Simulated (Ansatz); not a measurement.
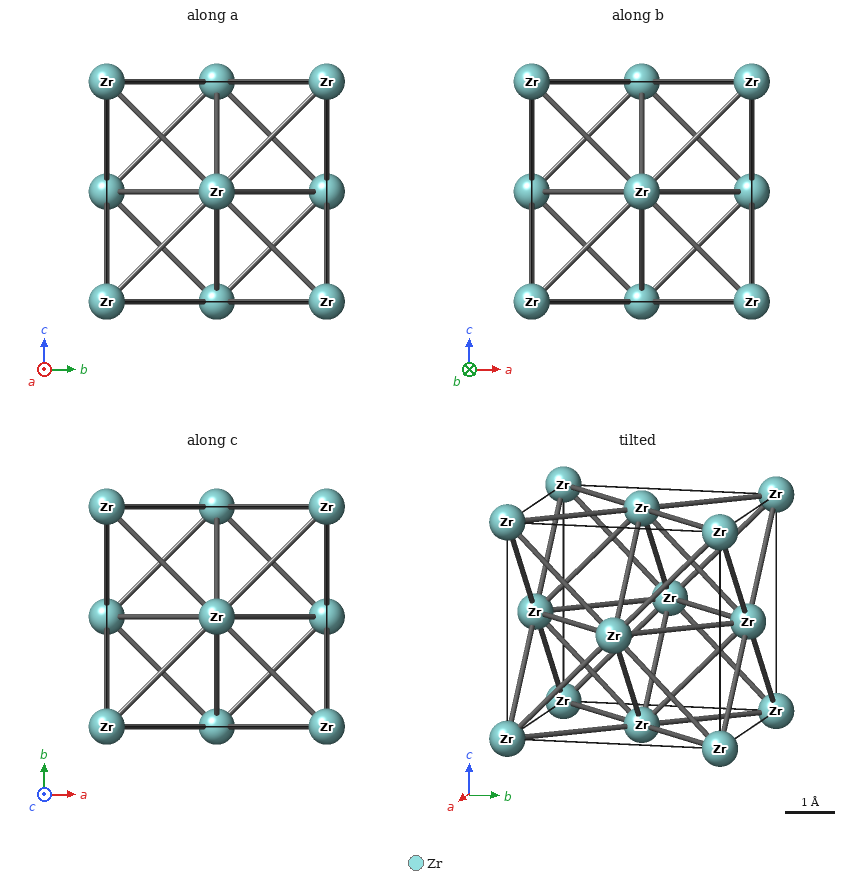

This ball-and-stick model is shown along the a axis, along the b axis, along the c axis and slightly off an axis. The frame is the conventional unit cell; atoms at its boundary are shown with their periodic copies.

Lattice parameters: a = 4.5365 Å, b = 4.5365 Å, c = 4.5365 Å, α = 90.000°, β = 90.000°, γ = 90.000°.

Put the structure into a CIF in P1 with every atom of the cell.

```cif
data_structure
_symmetry_space_group_name_H-M 'P 1'
_symmetry_Int_Tables_number 1
_cell_length_a 4.5365
_cell_length_b 4.5365
_cell_length_c 4.5365
_cell_angle_alpha 90.000
_cell_angle_beta 90.000
_cell_angle_gamma 90.000
_cell_volume 93.36
loop_
_atom_site_label
_atom_site_type_symbol
_atom_site_fract_x
_atom_site_fract_y
_atom_site_fract_z
_atom_site_occupancy
Zr1 Zr 0.0000 0.0000 0.0000 1
Zr2 Zr 0.0000 0.5000 0.5000 1
Zr3 Zr 0.5000 0.0000 0.5000 1
Zr4 Zr 0.5000 0.5000 0.0000 1
```

The structure comes from a structure type filled with this element by a generator (whether the element takes this form wasn't checked). Earlier steps of the study may have refined or changed the cell and positions. It went into a calculation with Ansatz.
